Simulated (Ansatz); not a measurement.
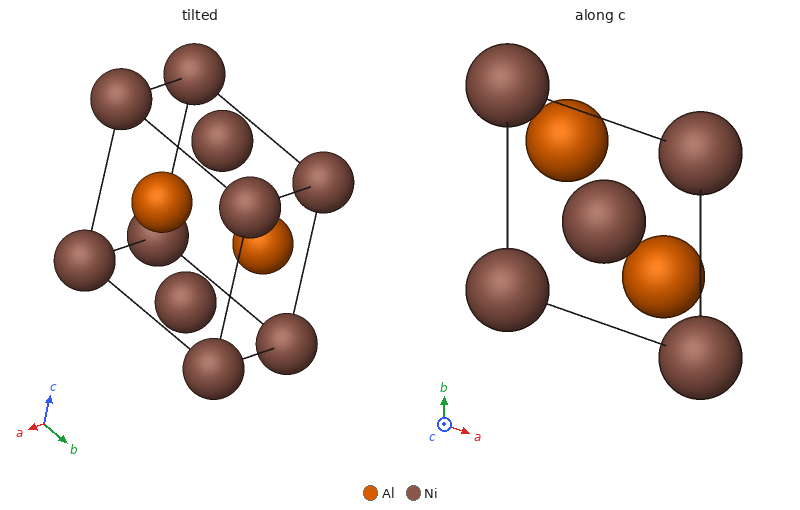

The figure gives a spheres-only picture of the atoms, viewed slightly off an axis and along the c axis. The wireframe shows the unit cell.

AlNi, a = 4.04 Å, b = 4.04 Å, c = 4.05 Å, α = 119.94°, β = 119.94°, γ = 90.00°.

Results below were computed with DFT PBEsol, scalar-relativistic, plane waves, PAW (Ansatz 0.2.0); the settings were an energy cutoff of 420 eV, Brillouin-zone sampling on a 12×12×12 mesh, Gaussian smearing of 0.15 eV, no spin polarisation (a spin-restricted run, not always the ground state).

Question: How large a gap does the method give, if there is one?

Answer: A metal: bands cross the Fermi level.

Question: How far is the cell from zero pressure?

Answer: The computed pressure is 6.5 GPa (compressed: it would expand). The stress isn't hydrostatic: its largest component is 9.2 GPa.

The initial geometry was a structure listed in the Materials Project. The cell was then strained or its atoms displaced on purpose. A calculation with Ansatz used it as input.

At this level of theory the cell isn't at rest (compressed, at 6 GPa and forces up to 1.6 eV/Å), so its distances can differ from those at equilibrium, the more so the softer the solid.
